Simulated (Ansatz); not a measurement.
**Geometry relaxation of AlN (part 1 of 3)**

System: AlN (slab, 24 atoms in the cell).
Method: DFT PBE+D3(BJ), scalar-relativistic, plane waves, PAW, no spin polarisation (Ansatz 0.2.0).

The structure derives from an entry of the Crystallography Open Database. The input holds or restrains some coordinates. Forces given for the steps count only the free coordinates. It belongs to a series of runs on one base structure; here: clean slab, lower half held.

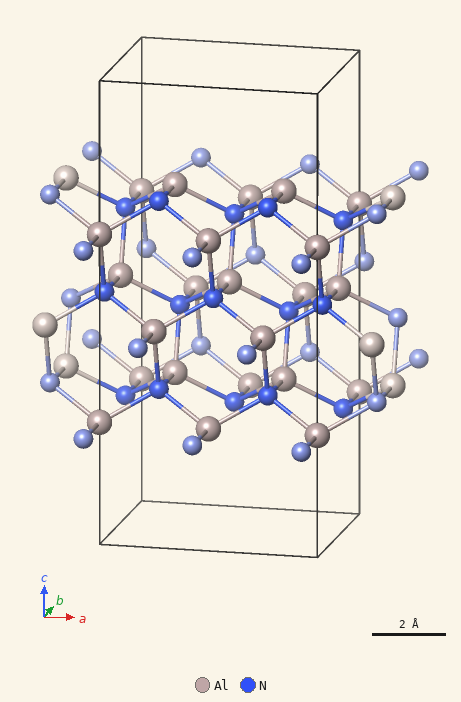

The structure as given in the input (ball-and-stick view of the cell of the calculation, with the vacuum cut short, seen slightly off an axis; neighbours outside the cell are drawn fainter). An atom can appear more than once, as a periodic image. Near neighbours in the periodic cell (some may lie outside the picture): Al has 3 N at 1.89 to 1.90 Å; N has 3 Al at 1.89 to 1.90 Å; Al has 4 N at 1.89 to 1.90 Å; N has 4 Al at 1.89 to 1.90 Å.

Key numbers:

| quantity | value |
| --- | --- |
| outcome | converged under the restraints of the input |
| electrons treated | 96 |
| free energy | −11086.5114 eV |
| work function, top face | 4.59 eV |
| work function, bottom face | 4.20 eV |
| Fermi energy | 0.082 eV |
| gap on the k-point mesh | 1.50 eV |
| final volume | 720.90 Å³ |
| work function (upper face) | 4.59 eV |
| largest force (length of the vector) at the end, held atoms and coordinates included | 2.606 eV/Å |
| hardware | 4 threads of Intel Xeon (Granite Rapids), 32 GiB of memory available, shared host |
| wall time | 55 s (CPU time 3.5 min) |
| peak memory | 1.6 GiB |

Input file:
```yaml
crystal:
  lattice:
    - [6.2188310381, 0.0, 0.0]
    - [0.0, 4.97878456, 0.0]
    - [0.0, 0.0, 23.2832766044]
  atoms:
    - { symbol: Al, position: [0.5, 0.9984424904, 0.3650688923] }
    - { symbol: Al, position: [0.0, 0.9984424904, 0.3650688923] }
    - { symbol: "N", position: [0.5, 0.6165575096, 0.3650688923] }
    - { symbol: "N", position: [0.0, 0.6165575096, 0.3650688923] }
    - { symbol: Al, position: [0.75, 0.4984424904, 0.4036206374] }
    - { symbol: Al, position: [0.25, 0.4984424904, 0.4036206374] }
    - { symbol: "N", position: [0.75, 0.1165575096, 0.4036206374] }
    - { symbol: "N", position: [0.25, 0.1165575096, 0.4036206374] }
    - { symbol: Al, position: [0.75, 0.9984424904, 0.4807241275] }
    - { symbol: Al, position: [0.25, 0.9984424904, 0.4807241275] }
    - { symbol: "N", position: [0.75, 0.6165575096, 0.4807241275] }
    - { symbol: "N", position: [0.25, 0.6165575096, 0.4807241275] }
    - { symbol: Al, position: [0.0, 0.4984424904, 0.5192758725] }
    - { symbol: Al, position: [0.5, 0.4984424904, 0.5192758725] }
    - { symbol: "N", position: [0.0, 0.1165575096, 0.5192758725] }
    - { symbol: "N", position: [0.5, 0.1165575096, 0.5192758725] }
    - { symbol: Al, position: [0.0, 0.9984424904, 0.5963793626] }
    - { symbol: Al, position: [0.5, 0.9984424904, 0.5963793626] }
    - { symbol: "N", position: [0.0, 0.6165575096, 0.5963793626] }
    - { symbol: "N", position: [0.5, 0.6165575096, 0.5963793626] }
    - { symbol: Al, position: [0.25, 0.4984424904, 0.6349311077] }
    - { symbol: Al, position: [0.75, 0.4984424904, 0.6349311077] }
    - { symbol: "N", position: [0.25, 0.1165575096, 0.6349311077] }
    - { symbol: "N", position: [0.75, 0.1165575096, 0.6349311077] }
basis:
  ecutwfc: 420
kpoints:
  mp_grid: { grid: [5, 6, 1] }
hamiltonian:
  xc: pbe
  dispersion: d3bj
scf:
  occupations: { method: gaussian, width: 0.05 }
output:
  forces: true
  eigenvalues: true
relax:
  adjacent_minimum: "off"
  f_tol: 0.03
  max_steps: 70
  constraints: [{ sites: [0, 1, 2, 3, 4, 5, 6, 7, 8, 9, 10, 11] }]
efield:
  axis: 3
  dipole_correction: true
  ramp_width: 0.04
```

Launch command:
```bash
ansatz run input.yaml --threads 4 --pin off --max-ram 10240MiB --backend cpu --events-out ev --progress --plain --runs-dir out
```

Log:
```
Engine: ansatz 0.2.0, x86_64-unknown-linux-gnu
Pseudopotentials: kind: paw
Pseudopotential: Al, paw, valence charge 3, recommended cutoff 420 eV (normal), Al.paw.azcp
Pseudopotential: N, paw, valence charge 5, recommended cutoff 420 eV (normal), N.paw.azcp
Functional definition: PBE
  parameter kappa = 0.804
  parameter beta = 0.06672455060314922
  exchange = pbe_x(kappa = kappa, mu = beta*pi^2/3)
  correlation = pbe_c(beta = beta)
Crystal: 24 atoms, lattice volume = 720.902 Å³
Basis set: ecut = 420 eV, 14141 PW (Γ), exchange–correlation on 90×72×320 points (8 copies of the dense FFT grid, shifted against one another)
Bands: 72, of which v1, the nominal top of the filled ones, is band 48 counted from 1 (47 counted from 0)
Symmetry: 4 space group operations
k-points: 12 of 30 (time reversal used)
Non-local potential: Al, projectors of the file, l = 0: 2, l = 1: 2, l = 2: 1
Non-local potential: N, projectors of the file, l = 0: 2, l = 1: 2, l = 2: 1
PAW form: soft (Blöchl's): semilocal exchange-correlation on the pseudo side does not see the compensation charge
PAW one-centre angular grid: Al, 110 points (default); XC on 64 Gauss nodes
PAW one-centre angular grid: N, 110 points (default); XC on 64 Gauss nodes
Initial density: superposition of atomic densities (neutral atoms: chi_scale 0, normalization atom), corrected by the library's trained network
Initial wavefunctions: pseudopotential atomic-orbital guess
Functional: x = pbe(κ = 0.804, μ = 0.2195149727645171), c = pbe(β = 0.06672455060314922)
SCF iter   1: F=—  HF=-11085.541690 eV  |F-HF|=—  |Δ(HF+E_count)|=         —  Δρ=1.64e-3  dr2=1.65e-2  ethr=1.77e-3  p=0.000 e·Å  D=5.29e-14 V/Å  ΔV_dip=-0.00 eV  dr2_dipole=3.53e-8  V_vac-E_F(+/−)=4.26/4.26 eV  ⟨swp⟩=12.8  Hψ=6380  notcnv=0  defer=94
efield: sawtooth ramp at fractional position 0.9800 (placed from the atoms, in the widest stretch of the axis that holds none; the zero of the levels goes with the place), width 0.0400; the density the first Hamiltonian is built on has a dipole p = 0.000 e·Å; the dipole correction subtracts the counter field D = 5.29e-14 V/Å, which shifts the + side's vacuum level by -0.00 eV against the − side's; the planar-averaged density in the ramp window peaks in size at 3.6e-6 e/Å³
preconditioner: auto → Resta (q_TF=auto, 1.950 Å⁻¹)  ε∞=2.5  [insulator: Δε(μ)=1.224 eV  Ē_g=11.153 eV  σ=0.050 eV  W_gap=1.00  n_scr=98 (ndim 8)  ℏωp=13.6 eV  f_vac=0.568  D(μ)=0.00/eV (n_scr^D=0)  ε∞_Penn≈2.5  vacuum switching on, ρ_ref=9.0e-3 e/Å³]
SCF iter   2: F=—  HF=-11085.541887 eV  |F-HF|=—  |Δ(HF+E_count)|=   1.97e-4  Δρ=8.96e-4  dr2=5.53e-3  ethr=1.72e-5  p=-0.000 e·Å  D=-2.49e-5 V/Å  ΔV_dip=0.00 eV  dr2_dipole=1.76e-8  V_vac-E_F(+/−)=4.32/4.31 eV  ⟨swp⟩=2.2  Hψ=1630  notcnv=0  defer=197
SCF iter   3: F=—  HF=-11085.542848 eV  |F-HF|=—  |Δ(HF+E_count)|=   9.62e-4  Δρ=4.57e-4  dr2=1.22e-3  ethr=5.76e-6  p=-0.000 e·Å  D=-1.07e-5 V/Å  ΔV_dip=0.00 eV  dr2_dipole=3.54e-9  V_vac-E_F(+/−)=4.30/4.30 eV  ⟨swp⟩=2.0  Hψ=1104  notcnv=0  defer=197
SCF iter   4: F=—  HF=-11085.543699 eV  |F-HF|=—  |Δ(HF+E_count)|=   8.50e-4  Δρ=2.08e-4  dr2=2.67e-4  ethr=1.27e-6  p=0.000 e·Å  D=8.55e-6 V/Å  ΔV_dip=-0.00 eV  dr2_dipole=4.78e-9  V_vac-E_F(+/−)=4.31/4.31 eV  ⟨swp⟩=2.3  Hψ=1049  notcnv=0  defer=197
SCF iter   5: F=—  HF=-11085.543919 eV  |F-HF|=—  |Δ(HF+E_count)|=   2.20e-4  Δρ=5.42e-5  dr2=1.98e-5  ethr=2.78e-7  p=0.000 e·Å  D=2.76e-6 V/Å  ΔV_dip=-0.00 eV  dr2_dipole=2.82e-10  V_vac-E_F(+/−)=4.31/4.31 eV  ⟨swp⟩=2.0  Hψ=1074  notcnv=0  defer=197
SCF iter   6: F=-11085.543942 eV  HF=-11085.543941 eV  |F-HF|=1.11e-6  |Δ(HF+E_count)|=   2.26e-5  Δρ=1.27e-5  dr2=1.06e-6  ethr=2.07e-8  p=-0.000 e·Å  D=-2.07e-7 V/Å  ΔV_dip=0.00 eV  dr2_dipole=1.56e-11  V_vac-E_F(+/−)=4.31/4.31 eV  ⟨swp⟩=23.8  Hψ=6489  notcnv=0
SCF 1 converged in 6 iterations: F = -11085.543942 eV  dr2 = 1.06e-6
  greatest PAW one-centre occupation: 0.792 electrons in one spin orbital (limit 2), on the N atom at site 7 (counted from 0), in its partial waves of l = 0
relax step   1: F+E_penalty+E_count = -11085.54394237 eV  Δ(F+E_penalty+E_count) = +0.000e0 eV  max|allowed force component| = 1.860e0 eV/Å  Δτ_max = 0.0000 Å  (6 SCF iters, dr2 threshold 2.25e-5 eV, accepted)
Initial density: handed on by an earlier stage of this run
Initial wavefunctions: those handed on with the density
iter 1 solved again at ethr=1.72e-4 eV; its pass at ethr=3.10e-3 eV (dr2=1.65e-1 eV) is discarded
SCF iter   1: F=—  HF=-11086.237630 eV  |F-HF|=—  |Δ(HF+E_count)|=         —  Δρ=4.43e-3  dr2=1.67e-1  ethr=1.72e-4  p=-0.000 e·Å  D=-2.08e-7 V/Å  ΔV_dip=0.00 eV  dr2_dipole=1.11e-3  V_vac-E_F(+/−)=4.23/4.23 eV  ⟨swp⟩=2.0  Hψ=3527  notcnv=0  defer=231
efield: sawtooth ramp at fractional position 0.9800 (handed on by an earlier solve), width 0.0400; the density the first Hamiltonian is built on has a dipole p = -0.000 e·Å; the dipole correction subtracts the counter field D = -2.08e-7 V/Å, which shifts the + side's vacuum level by +0.00 eV against the − side's; the planar-averaged density in the ramp window peaks in size at 1.5e-7 e/Å³
preconditioner: auto → Resta (q_TF=auto, 1.950 Å⁻¹)  ε∞=2.4  [insulator: Δε(μ)=1.442 eV  Ē_g=11.307 eV  σ=0.050 eV  W_gap=1.00  n_scr=98 (ndim 8)  ℏωp=13.6 eV  f_vac=0.577  D(μ)=0.00/eV (n_scr^D=0)  ε∞_Penn≈2.4  vacuum switching on, ρ_ref=9.3e-3 e/Å³]
SCF iter   2: F=—  HF=-11086.210078 eV  |F-HF|=—  |Δ(HF+E_count)|=   2.76e-2  Δρ=2.24e-3  dr2=3.90e-2  ethr=1.72e-4  p=-0.024 e·Å  D=-6.10e-3 V/Å  ΔV_dip=0.14 eV  dr2_dipole=3.14e-5  V_vac-E_F(+/−)=4.37/4.22 eV  ⟨swp⟩=2.8  Hψ=1163  notcnv=0  defer=231
SCF iter   3: F=—  HF=-11086.206176 eV  |F-HF|=—  |Δ(HF+E_count)|=   3.90e-3  Δρ=1.07e-3  dr2=9.38e-3  ethr=4.06e-5  p=-0.031 e·Å  D=-7.69e-3 V/Å  ΔV_dip=0.18 eV  dr2_dipole=3.81e-4  V_vac-E_F(+/−)=4.41/4.23 eV  ⟨swp⟩=2.0  Hψ=1524  notcnv=0  defer=237
SCF iter   4: F=—  HF=-11086.207120 eV  |F-HF|=—  |Δ(HF+E_count)|=   9.44e-4  Δρ=5.78e-4  dr2=2.78e-3  ethr=9.77e-6  p=-0.049 e·Å  D=-1.24e-2 V/Å  ΔV_dip=0.29 eV  dr2_dipole=3.14e-8  V_vac-E_F(+/−)=4.52/4.23 eV  ⟨swp⟩=2.2  Hψ=1174  notcnv=0  defer=237
SCF iter   5: F=—  HF=-11086.207236 eV  |F-HF|=—  |Δ(HF+E_count)|=   1.16e-4  Δρ=1.39e-4  dr2=1.97e-4  ethr=2.89e-6  p=-0.054 e·Å  D=-1.36e-2 V/Å  ΔV_dip=0.32 eV  dr2_dipole=2.25e-6  V_vac-E_F(+/−)=4.55/4.23 eV  ⟨swp⟩=2.0  Hψ=1126  notcnv=0  defer=237
SCF iter   6: F=—  HF=-11086.207338 eV  |F-HF|=—  |Δ(HF+E_count)|=   1.02e-4  Δρ=4.13e-5  dr2=1.77e-5  ethr=2.05e-7  p=-0.057 e·Å  D=-1.43e-2 V/Å  ΔV_dip=0.33 eV  dr2_dipole=1.01e-6  V_vac-E_F(+/−)=4.56/4.23 eV  ⟨swp⟩=2.0  Hψ=1138  notcnv=0  defer=237
SCF iter   7: F=-11086.207348 eV  HF=-11086.207348 eV  |F-HF|=4.43e-7  |Δ(HF+E_count)|=   9.50e-6  Δρ=1.51e-5  dr2=1.54e-6  ethr=1.85e-8  p=-0.058 e·Å  D=-1.46e-2 V/Å  ΔV_dip=0.34 eV  dr2_dipole=9.15e-10  V_vac-E_F(+/−)=4.57/4.23 eV  ⟨swp⟩=22.0  Hψ=5983  notcnv=0
SCF 2 converged in 7 iterations: F = -11086.207348 eV  dr2 = 1.54e-6
  greatest PAW one-centre occupation: 0.792 electrons in one spin orbital (limit 2), on the N atom at site 19 (counted from 0), in its partial waves of l = 0
relax step   2: F+E_penalty+E_count = -11086.20734820 eV  Δ(F+E_penalty+E_count) = -6.634e-1 eV  max|allowed force component| = 1.109e0 eV/Å  Δτ_max = 0.1698 Å  (7 SCF iters, dr2 threshold 1.00e-4 eV, accepted)
SCF iter   1: F=—  HF=-11086.581274 eV  |F-HF|=—  |Δ(HF+E_count)|=         —  Δρ=6.60e-3  dr2=3.95e-1  ethr=1.01e-3  p=-0.058 e·Å  D=-1.46e-2 V/Å  ΔV_dip=0.34 eV  dr2_dipole=2.64e-3  V_vac-E_F(+/−)=4.56/4.22 eV  ⟨swp⟩=4.2  Hψ=2401  notcnv=0  defer=209
efield: sawtooth ramp at fractional position 0.9800 (handed on by an earlier solve), width 0.0400; the density the first Hamiltonian is built on has a dipole p = -0.058 e·Å; the dipole correction subtracts the counter field D = -1.46e-2 V/Å, which shifts the + side's vacuum level by +0.34 eV against the − side's; the planar-averaged density in the ramp window peaks in size at 3.2e-7 e/Å³
preconditioner: auto → Resta (q_TF=auto, 1.950 Å⁻¹)  ε∞=2.4  [insulator: Δε(μ)=1.480 eV  Ē_g=11.440 eV  σ=0.050 eV  W_gap=1.00  n_scr=98 (ndim 8)  ℏωp=13.6 eV  f_vac=0.580  D(μ)=0.00/eV (n_scr^D=0)  ε∞_Penn≈2.4  vacuum switching on, ρ_ref=9.5e-3 e/Å³]
SCF iter   2: F=—  HF=-11086.471195 eV  |F-HF|=—  |Δ(HF+E_count)|=   1.10e-1  Δρ=2.69e-3  dr2=6.52e-2  ethr=4.11e-4  p=-0.088 e·Å  D=-2.20e-2 V/Å  ΔV_dip=0.51 eV  dr2_dipole=1.53e-3  V_vac-E_F(+/−)=4.72/4.21 eV  ⟨swp⟩=2.3  Hψ=1529  notcnv=0  defer=235
SCF iter   3: F=—  HF=-11086.457723 eV  |F-HF|=—  |Δ(HF+E_count)|=   1.35e-2  Δρ=1.32e-3  dr2=1.31e-2  ethr=6.80e-5  p=-0.066 e·Å  D=-1.66e-2 V/Å  ΔV_dip=0.39 eV  dr2_dipole=1.49e-4  V_vac-E_F(+/−)=4.60/4.21 eV  ⟨swp⟩=2.2  Hψ=1154  notcnv=0  defer=238
SCF iter   4: F=—  HF=-11086.456043 eV  |F-HF|=—  |Δ(HF+E_count)|=   1.68e-3  Δρ=3.43e-4  dr2=7.36e-4  ethr=1.37e-5  p=-0.070 e·Å  D=-1.77e-2 V/Å  ΔV_dip=0.41 eV  dr2_dipole=3.15e-6  V_vac-E_F(+/−)=4.62/4.21 eV  ⟨swp⟩=2.1  Hψ=1525  notcnv=0  defer=239
SCF iter   5: F=—  HF=-11086.456353 eV  |F-HF|=—  |Δ(HF+E_count)|=   3.10e-4  Δρ=1.70e-4  dr2=2.34e-4  ethr=7.66e-7  p=-0.074 e·Å  D=-1.86e-2 V/Å  ΔV_dip=0.43 eV  dr2_dipole=1.50e-6  V_vac-E_F(+/−)=4.64/4.20 eV  ⟨swp⟩=2.0  Hψ=1172  notcnv=0  defer=239
SCF iter   6: F=-11086.456347 eV  HF=-11086.456349 eV  |F-HF|=1.42e-6  |Δ(HF+E_count)|=   4.56e-6  Δρ=4.15e-5  dr2=1.39e-5  ethr=8.01e-8  p=-0.073 e·Å  D=-1.84e-2 V/Å  ΔV_dip=0.43 eV  dr2_dipole=2.86e-7  V_vac-E_F(+/−)=4.63/4.20 eV  ⟨swp⟩=18.8  Hψ=6466  notcnv=0
SCF 3 converged in 6 iterations: F = -11086.456347 eV  dr2 = 1.39e-5
  greatest PAW one-centre occupation: 0.795 electrons in one spin orbital (limit 2), on the N atom at site 23 (counted from 0), in its partial waves of l = 0
relax step   3: F+E_penalty+E_count = -11086.45634714 eV  Δ(F+E_penalty+E_count) = -2.490e-1 eV  max|allowed force component| = 1.020e0 eV/Å  Δτ_max = 0.1155 Å  (6 SCF iters, dr2 threshold 7.69e-5 eV, accepted)
```
